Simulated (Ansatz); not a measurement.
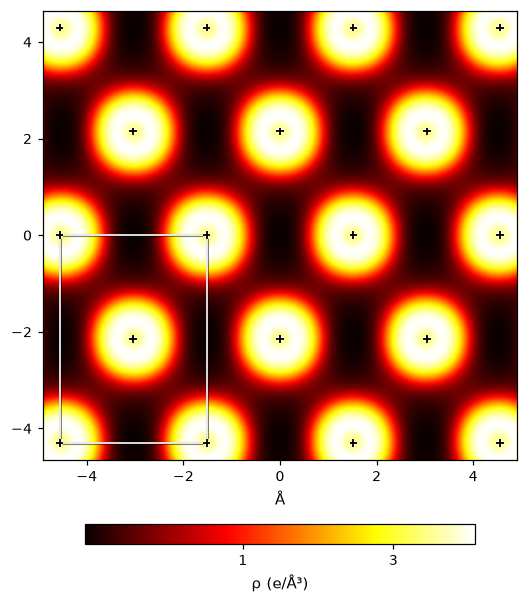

The valence charge density (pseudo) on a plane through atoms (crosses mark nuclei in the plane).

Method: Kohn-Sham DFT of a periodic cell, RPBE with D3(BJ), Ansatz PAW (Ansatz).

Candidates:
A. W, a = 3.04 Å, b = 3.04 Å, c = 3.04 Å, α = 90.00°, β = 90.00°, γ = 90.00°. Space group Im-3m.
B. BP, a = 4.39 Å, b = 4.39 Å, c = 4.39 Å, α = 90.00°, β = 90.00°, γ = 90.00°. Space group F-43m.

Which candidate gave the map?

Answer. Candidate A: W on the (101̄) plane of the conventional cell, which holds W. W–W (2.63 Å): ρ at the midpoint is about 0.49 e/Å³.
